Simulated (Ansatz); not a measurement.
# Two runs on Ti

System: Ti (P-1, 6 atoms in the cell).
Method of the first run: DFT PBEsol, scalar-relativistic, plane waves, PAW, no spin polarisation (Ansatz 0.2.0).

The structure derives from an entry of the Crystallography Open Database. Text and figures count atoms from 1; the logs count them from 0 in places.

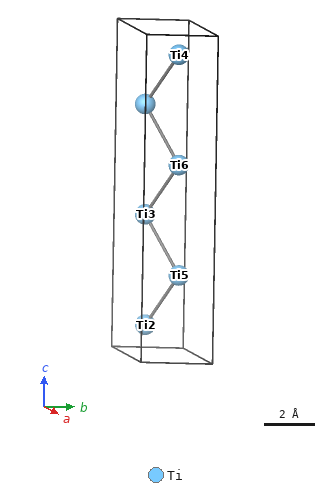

Fig. 1: The structure (ball-and-stick view of the cell of the calculation, seen slightly off an axis; atoms are numbered from 1 in the order of the input). An atom can appear more than once, as a periodic image.

### The input, the first run
```yaml
crystal:
  lattice:
    - [-2.9004352003, 0.0, 0.0]
    - [-1.4502176001, -2.5118505655, 0.0]
    - [-0.5800870401, 0.0, 13.7729713403]
  atoms:
    - { symbol: Ti, position: [0.1833366667, 0.3333333333, 0.7499833333] }
    - { symbol: Ti, position: [0.31667, 0.3333333333, 0.0833166667] }
    - { symbol: Ti, position: [0.2500033333, 0.3333333333, 0.41665] }
    - { symbol: Ti, position: [0.4833366667, 0.6666666667, 0.91665] }
    - { symbol: Ti, position: [0.61667, 0.6666666667, 0.2499833333] }
    - { symbol: Ti, position: [0.5500033333, 0.6666666667, 0.5833166667] }
basis:
  ecutwfc: 420
kpoints:
  mp_grid: { grid: [23, 23, 5] }
hamiltonian:
  xc: pbesol
scf:
  occupations: { method: gaussian, width: 0.15 }
output:
  forces: true
  stress: true
  eigenvalues: true
```

Launched with:
```bash
ansatz run input.yaml --threads 2 --pin off --max-ram 5120MiB --backend cpu --events-out ev --progress --plain --runs-dir out
```

Hardware: 2 threads of Intel Xeon @ 2.50GHz (Skylake/Cascade Lake), 32 GiB of memory available, shared host.

### Output, shortened to warnings, some set-up lines, iterations and results (the first run)
```
Basis set: ecut = 420 eV, 1955 PW (Γ), exchange–correlation on 40×40×192 points (8 copies of the dense FFT grid, shifted against one another)
Symmetry: 2 space group operations
k-points: 1323 of 2645
Initial density: superposition of atomic densities (neutral atoms: chi_scale 0, normalization atom), corrected by the library's trained network
[...]
SCF iter   1: F=—  HF=-14843.332005 eV  |F-HF|=—  |Δ(HF+E_count)|=         —  Δρ=1.02e-2  dr2=8.51e-1  ethr=1.77e-3  ⟨swp⟩=5.7  Hψ=227931  notcnv=0
SCF iter   2: F=—  HF=-14843.311251 eV  |F-HF|=—  |Δ(HF+E_count)|=   2.08e-2  Δρ=4.69e-3  dr2=1.87e-1  ethr=1.18e-3  ⟨swp⟩=1.0  Hψ=68823  notcnv=0  defer=12
SCF iter   3: F=—  HF=-14843.306304 eV  |F-HF|=—  |Δ(HF+E_count)|=   4.95e-3  Δρ=5.91e-4  dr2=1.96e-4  ethr=2.60e-4  ⟨swp⟩=1.0  Hψ=57710  notcnv=0  defer=11
SCF iter   4: F=—  HF=-14843.306419 eV  |F-HF|=—  |Δ(HF+E_count)|=   1.14e-4  Δρ=1.72e-4  dr2=2.46e-5  ethr=2.72e-7  ⟨swp⟩=2.1  Hψ=101489  notcnv=0  defer=10
SCF iter   5: F=—  HF=-14843.306340 eV  |F-HF|=—  |Δ(HF+E_count)|=   7.82e-5  Δρ=5.16e-5  dr2=2.46e-6  ethr=3.42e-8  ⟨swp⟩=2.1  Hψ=81716  notcnv=0  defer=403
SCF iter   6: F=—  HF=-14843.306340 eV  |F-HF|=—  |Δ(HF+E_count)|=   4.91e-7  Δρ=1.09e-5  dr2=1.21e-7  ethr=3.41e-9  ⟨swp⟩=2.7  Hψ=92022  notcnv=0  defer=423
SCF iter   7: F=-14843.306340 eV  HF=-14843.306340 eV  |F-HF|=6.92e-9  |Δ(HF+E_count)|=   2.00e-8  Δρ=2.50e-6  dr2=7.82e-9  ethr=1.39e-10  ⟨swp⟩=7.2  Hψ=201996  notcnv=0
SCF 1 converged in 7 iterations: F = -14843.306340 eV  dr2 = 7.82e-9
SCF converged after 7 iterations
Free energy (F): -14843.306340 eV
Harris-Foulkes:  -14843.306340 eV  (|F-HF|=6.92e-9)
Internal energy: -14843.227592 eV  (E = F + TS)
E sigma→0 (E₀):  -14843.266966 eV
Entropy (-TS):   -0.078748 eV (-13.125 meV/atom)
Fermi energy:    13.806107 eV
--- Per-component energies (eV) ---
  E_band       = -899.923185
  E_kinetic    = 1638.870136
  E_local      = -4761.516593  (includes V_loc(G=0)·N_el)
  E_nonlocal   = 56.859564
  E_hartree    = 1960.535205
  E_xc         = -581.625664
  E_vxc        = -730.930435  (∫ρ·V_xc dr)
  E_paw        = -6135.679179  (= ΣΔE_a)
  E_vpaw       = -1024.273654  (= ΣTr[D̂ρ^β])
  E_aug_tail   = 0.000633  (compensation charges beyond the density's cutoff)
  E_ewald      = -7021.508001
  E_core_change = 0.836306  (= ΣΔE_core)
  E_smearing   = -0.078748  (= −TS)
  E_closure    = -0.000000  (closes the sum)
  Σ components = -14843.306340   (vs F -14843.306340, Δ=0.00e0)
--- Forces (eV/Å), atoms counted from 1 ---
  atom   1  Ti    -0.01697946    -0.00828433     0.04653240
  atom   2  Ti     0.29550046     0.06482829     0.21354264
  atom   3  Ti     0.00484680    -0.00026526    -0.02207241
  atom   4  Ti    -0.29550046    -0.06482829    -0.21354264
  atom   5  Ti     0.01697946     0.00828433    -0.04653240
  atom   6  Ti    -0.00484680     0.00026526     0.02207241
  max |Σ_I F_I| component: 1.47e-17 eV/Å
--- Stress (GPa, compression-positive) ---
       -0.018984       0.854743       1.253317
        0.854743      -0.618742       0.288566
        1.253317       0.288566       0.218419
  P = ⅓ Tr σ = -0.1398 GPa (-1.398 kbar)
```

For the second run the input was changed thus:
```diff
-    - [-0.5800870401, 0.0, 13.7729713403]
+    - [-0.8701305601, 0.0, 13.7729713403]
-    - { symbol: Ti, position: [0.1833366667, 0.3333333333, 0.7499833333] }
-    - { symbol: Ti, position: [0.31667, 0.3333333333, 0.0833166667] }
-    - { symbol: Ti, position: [0.2500033333, 0.3333333333, 0.41665] }
-    - { symbol: Ti, position: [0.4833366667, 0.6666666667, 0.91665] }
-    - { symbol: Ti, position: [0.61667, 0.6666666667, 0.2499833333] }
-    - { symbol: Ti, position: [0.5500033333, 0.6666666667, 0.5833166667] }
+    - { symbol: Ti, position: [0.1083383333, 0.3333333333, 0.7499833333] }
+    - { symbol: Ti, position: [0.3083383333, 0.3333333333, 0.0833166667] }
+    - { symbol: Ti, position: [0.2083383333, 0.3333333333, 0.41665] }
+    - { symbol: Ti, position: [0.3916716667, 0.6666666667, 0.91665] }
+    - { symbol: Ti, position: [0.5916716667, 0.6666666667, 0.2499833333] }
+    - { symbol: Ti, position: [0.4916716667, 0.6666666667, 0.5833166667] }
```

Predict how the results change.

With the same functional and potentials, the second run lies 14.6 meV per atom higher. The largest force goes from 0.370 to 0.502 eV/Å. The number of SCF iterations is the same. The plane waves at Γ go from 1955 to 1951.

### Output, shortened to warnings, some set-up lines, iterations and results (the second run)
```
Basis set: ecut = 420 eV, 1951 PW (Γ), exchange–correlation on 40×40×192 points (8 copies of the dense FFT grid, shifted against one another)
Symmetry: 2 space group operations
k-points: 1323 of 2645
Initial density: superposition of atomic densities (neutral atoms: chi_scale 0, normalization atom), corrected by the library's trained network
[...]
SCF iter   1: F=—  HF=-14843.261274 eV  |F-HF|=—  |Δ(HF+E_count)|=         —  Δρ=1.31e-2  dr2=2.12e0  ethr=1.77e-3  ⟨swp⟩=5.8  Hψ=229635  notcnv=0
SCF iter   2: F=—  HF=-14843.227042 eV  |F-HF|=—  |Δ(HF+E_count)|=   3.42e-2  Δρ=5.87e-3  dr2=4.63e-1  ethr=1.77e-3  ⟨swp⟩=1.3  Hψ=69564  notcnv=0  defer=102
SCF iter   3: F=—  HF=-14843.218424 eV  |F-HF|=—  |Δ(HF+E_count)|=   8.62e-3  Δρ=7.76e-4  dr2=3.16e-4  ethr=6.43e-4  ⟨swp⟩=1.0  Hψ=57505  notcnv=0  defer=102
SCF iter   4: F=—  HF=-14843.218566 eV  |F-HF|=—  |Δ(HF+E_count)|=   1.42e-4  Δρ=2.11e-4  dr2=4.21e-5  ethr=4.38e-7  ⟨swp⟩=2.1  Hψ=99499  notcnv=0  defer=105
SCF iter   5: F=—  HF=-14843.218493 eV  |F-HF|=—  |Δ(HF+E_count)|=   7.34e-5  Δρ=5.63e-5  dr2=3.47e-6  ethr=5.85e-8  ⟨swp⟩=1.8  Hψ=76997  notcnv=0  defer=672
SCF iter   6: F=—  HF=-14843.218492 eV  |F-HF|=—  |Δ(HF+E_count)|=   5.16e-7  Δρ=1.26e-5  dr2=1.38e-7  ethr=4.82e-9  ⟨swp⟩=2.3  Hψ=90292  notcnv=0  defer=681
SCF iter   7: F=-14843.218492 eV  HF=-14843.218492 eV  |F-HF|=9.50e-9  |Δ(HF+E_count)|=   2.34e-8  Δρ=2.94e-6  dr2=1.11e-8  ethr=1.39e-10  ⟨swp⟩=7.7  Hψ=204219  notcnv=0
SCF 1 converged in 7 iterations: F = -14843.218492 eV  dr2 = 1.11e-8
SCF converged after 7 iterations
Free energy (F): -14843.218492 eV
Harris-Foulkes:  -14843.218492 eV  (|F-HF|=9.50e-9)
Internal energy: -14843.131813 eV  (E = F + TS)
E sigma→0 (E₀):  -14843.175153 eV
Entropy (-TS):   -0.086679 eV (-14.447 meV/atom)
Fermi energy:    13.769688 eV
--- Per-component energies (eV) ---
  E_band       = -900.054752
  E_kinetic    = 1639.146322
  E_local      = -4767.205588  (includes V_loc(G=0)·N_el)
  E_nonlocal   = 57.160061
  E_hartree    = 1963.173954
  E_xc         = -581.612998
  E_vxc        = -730.917953  (∫ρ·V_xc dr)
  E_paw        = -6135.872359  (= ΣΔE_a)
  E_vpaw       = -1024.582262  (= ΣTr[D̂ρ^β])
  E_aug_tail   = 0.000635  (compensation charges beyond the density's cutoff)
  E_ewald      = -7018.758146
  E_core_change = 0.836306  (= ΣΔE_core)
  E_smearing   = -0.086679  (= −TS)
  E_closure    = 0.000000  (closes the sum)
  Σ components = -14843.218492   (vs F -14843.218492, Δ=0.00e0)
--- Forces (eV/Å), atoms counted from 1 ---
  atom   1  Ti    -0.03067418    -0.00844571     0.11065418
  atom   2  Ti     0.24588147     0.12055412     0.42038312
  atom   3  Ti    -0.00605641    -0.00635826    -0.01891345
  atom   4  Ti    -0.24588147    -0.12055412    -0.42038312
  atom   5  Ti     0.03067418     0.00844571    -0.11065418
  atom   6  Ti     0.00605641     0.00635826     0.01891345
  max |Σ_I F_I| component: 1.39e-17 eV/Å
--- Stress (GPa, compression-positive) ---
       -0.236791       0.819694       1.085518
        0.819694      -0.783505       0.489518
        1.085518       0.489517       0.445910
  P = ⅓ Tr σ = -0.1915 GPa (-1.915 kbar)
```

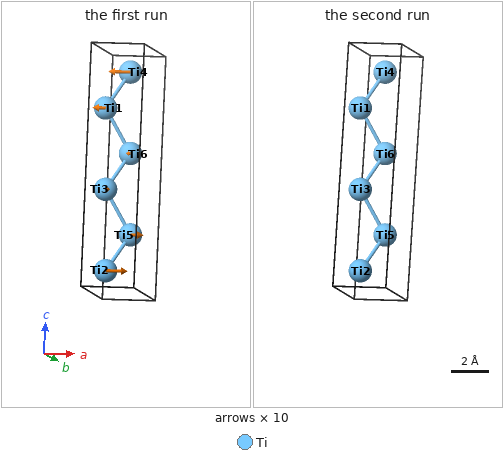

Fig. 2: The two input geometries at one scale (ball-and-stick view of the cell of the calculation, seen at an oblique angle). The orange arrows on the first give the shifts of the atoms relative to the cell, with their mean removed, magnified 10 times. The largest moves relative to the cell, 0.12 Å, are those of Ti2 and Ti4. (The mean shift of all atoms is removed.) The drawn cell changes at constant volume: a = b stay at 2.900 Å, c 13.785 → 13.800 Å (+0.1 %), α 88.8° → 88.2°, β 87.6° → 86.4°. Among the contacts that change: Ti2–Ti4 3.177 → 3.370 Å.

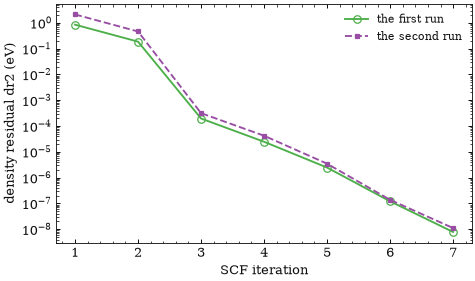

Fig. 3: Convergence of the two runs: density residual dr2 against the SCF iteration. The first run takes 7 iterations in all, and the second run takes 7.

### The two runs side by side

| quantity | the first run | the second run |
| --- | --- | --- |
| outcome | converged | converged |
| free energy per atom (eV) | −2473.8844 | −2473.8697 |
| energy per atom, smearing taken to zero (eV) | −2473.8778 | −2473.8625 |
| gap on the mesh (eV) | 0.00 | 0.00 |
| pressure (GPa) | −0.14 | −0.19 |
| largest force (eV/Å) | 0.370 | 0.502 |
| SCF iterations | 7 | 7 |
| irreducible k-points | 1323 | 1323 |
| plane waves at Γ | 1955 | 1951 |
| wall time (shared host) | 2.4 min | 2.4 min |
